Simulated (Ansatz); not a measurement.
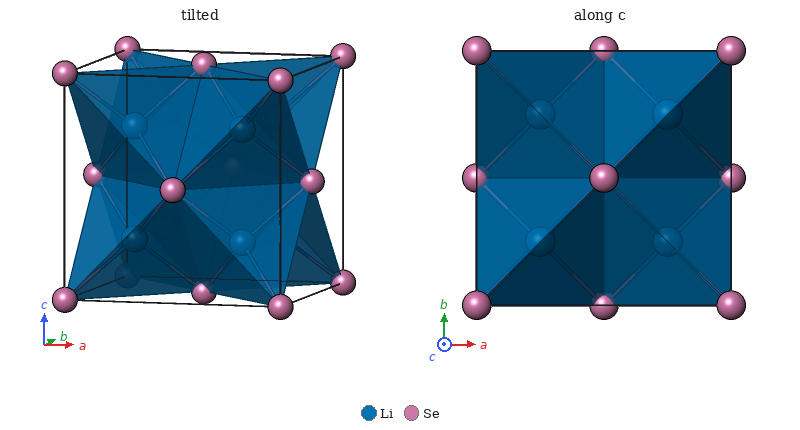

Structure drawing (polyhedral), viewed slightly off an axis and along the c axis. The drawn cell (a repeat of the simulation cell) is drawn as a box.

Li$_{2}$Se, a = 5.927 Å, b = 5.927 Å, c = 6.017 Å, α = 90.00°, β = 90.00°, γ = 90.00°. Strictly the space group is I4/mmm (No. 139, within 0.01 Å). It is a distorted form of a face-centred cubic structure, space group Fm-3m (No. 225) within 0.25 Å: antifluorite. Starting structure: a structure type filled with these elements by a generator (whether the compound takes this form wasn't checked). The cell was then strained or its atoms displaced on purpose. It went into a calculation with Ansatz.

This one geometry was computed with Ansatz (DFT, plane waves, PAW) at three levels of theory: PBE, r2SCAN and HSE06. It was relaxed with r2SCAN and then strained.

How does the band gap change with the level of theory?

Answer. PBE: a gap of 2.92 eV, indirect; r2SCAN: a gap of 3.43 eV, indirect; HSE06: a gap of 3.77 eV, indirect.

Collect the results in a table.

Answer.
| level | cutoff (eV) | k-mesh of the run's cell | gap (eV) | pressure (GPa) |
| --- | --- | --- | --- | --- |
| PBE | 420 | 8×8×8 | 2.92 | 0.9 |
| r2SCAN | 500 | 8×8×8 | 3.43 | 0.5 |
| HSE06 | 420 | 6×6×6 | 3.77 | 0.2 |

Gaps are taken on the k-mesh or band path of each run.
